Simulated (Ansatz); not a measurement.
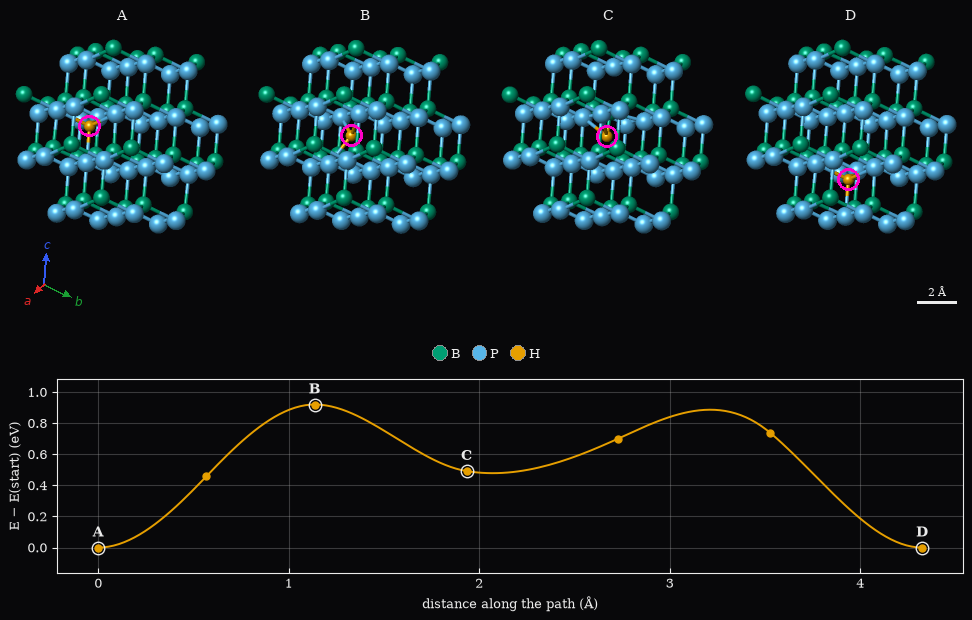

NEB run on a defect cell of composition B16P16H (cell charge −1) (33 atoms in the cell). Images are numbered from 0 (start) to 6 (end). Frames A to D are images 0, 2, 3, 6. The picture is a ball-and-stick view of the atoms within 5.8 Å of the middle of the path, seen slightly off an axis. The moving atom is ringed, with any periodic copies. Bonds to atoms that aren't drawn are left out.

Computed with DFT PBE, scalar-relativistic, plane waves, PAW (Ansatz). Set-up: plane-wave cutoff 420 eV; k-point mesh 2 × 2 × 2; Gaussian smearing 0.02 eV; 5 movable images; climbing image.

Describe the mechanism and the energy profile.

Answer. The path has more than one stage, and so few images may leave a stage unresolved. The H atom travels furthest, 3.22 Å from end to end, along [0 1 −1], on a path that bends up to 1.21 Å away from the straight line. At the highest image its nearest neighbour (B) is 1.86 Å away, against 1.93 Å at the start, and the surrounding atoms stand up to 0.07 Å off the mean of their end positions. The two ends have the same energy, and the highest point, image 2, lies 0.92 eV above the start. The profile has 2 maxima (images 2, 5) with a dip at image 3 (+0.49 eV), so the process runs in steps. The band converged in 19 iterations. The largest component of the band force went from 16 to 0.035 eV/Å. The climbing image converged on the top of the path. Its curvatures weren't checked.

Limits of the set-up: the periodic images lie only 7.9 Å apart, so the values are limited by the cell's size; the cell is charged, on a uniform background, and energies carry no finite-size correction.

Cost: 7.2 min on 4 threads of Intel(R) Xeon(R) Platinum 8259CL CPU @ 2.50GHz (Skylake/Cascade Lake) (shared host), peak memory 1.5 GiB.
